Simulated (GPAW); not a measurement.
The cell below is Ge in space group Cmmm. The cell is taken from a cell listed in the Materials Project, as set up for an electronic-structure calculation.

```yaml
crystal:
  lattice:
    - [2.79430, 0.00000, 0.00000]
    - [0.00000, 5.20103, 0.00000]
    - [0.00000, 0.00000, 2.69823]
  atoms:
    - { symbol: Ge, position: [0.50000, 0.00000, 0.00000] }
    - { symbol: Ge, position: [0.00000, 0.50000, 0.00000] }
```

Hard-sphere model; touching radii (half the shortest distance): Ge 1.35 Å.

Question: Find the largest hole by geometry, and further ones that a grid search gives (radius above 0.15 Å; smaller ones may be missed, and maxima closer than 0.25 Å are merged).

Answer:
| hole | site | x, y, z | radius (Å) | nearest atoms | shape |
| --- | --- | --- | --- | --- | --- |
| V1 | 4j | 0.000, 0.178, 0.500 | 0.80 | 6 Ge | trigonal prismatic |
| V2 | 4f | 0.250, 0.750, 0.500 | 0.65 | 4 Ge | planar four-coordinate |

Nearest atoms are those whose sphere lies within 0.15 Å of the hole's sphere; in brackets, those within 0.5 Å. The largest sphere that fits anywhere has a diameter of 1.60 Å; the largest that can travel through the crystal, about 1.3 Å.

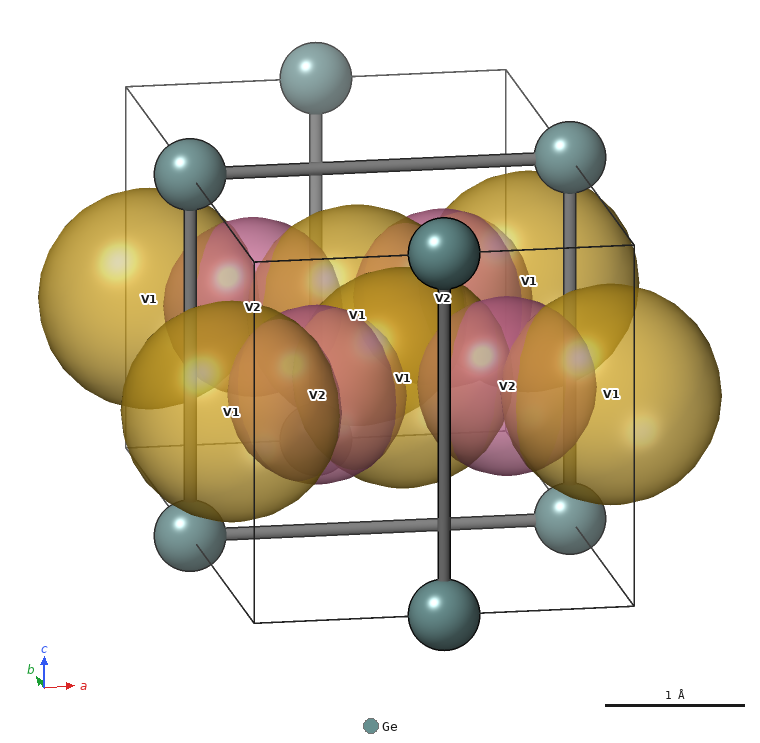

Translucent spheres (V1, V2) fill the 2 holes listed first by a grid search for holes with a radius above 0.15 Å (the largest is sure; smaller ones may be missed, and maxima closer than 0.25 Å are merged) at their true size; atoms are drawn smaller than their model radii. View slightly off an axis.
